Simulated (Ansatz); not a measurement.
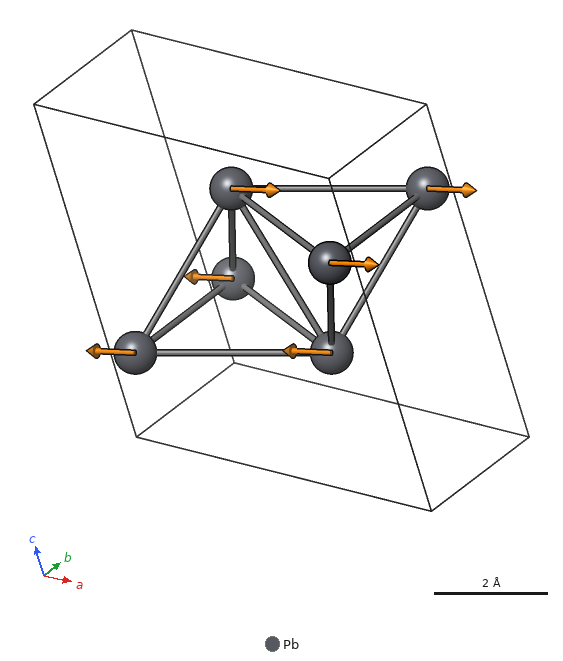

This is a relaxation of crystalline Pb (set up in C2/m). The starting structure is drawn; orange arrows show the displacements, 30 times their true length.

Style: ball-and-stick. Shown: the conventional cell (2 times the calculation's cell), from a free direction. Lengths and directions refer to the drawn axes.

Case: the database's cell, atoms relaxed.

Theory: Ansatz 0.2.0, DFT PBE+D3(BJ), scalar-relativistic, plane waves, PAW. (plane-wave cutoff 420 eV; k-point mesh 14 × 14 × 8; occupations gaussian; smearing width 0.1 eV; no spin polarisation; atoms relaxed in a fixed cell; force threshold 0.01 eV/Å; at most 40 steps)

**What happened in the run?**

The largest moves, 0.035 Å, are those of Pb atoms. The cell doesn't change. Some distances before and after: Pb–Pb 3.408 → 3.439 Å, Pb–Pb 3.449 → 3.419 Å, Pb–Pb 3.337 → 3.325 Å. The space group stays C2/m (No. 12). After 3 geometry steps the energy has fallen by 0.4 meV per atom. Largest force component: 0.039 eV/Å at the start, 0.00094 eV/Å at the end. Cost: 98 s on 1 thread of Arm Neoverse V1, on a shared host, peak memory 0.65 GiB.
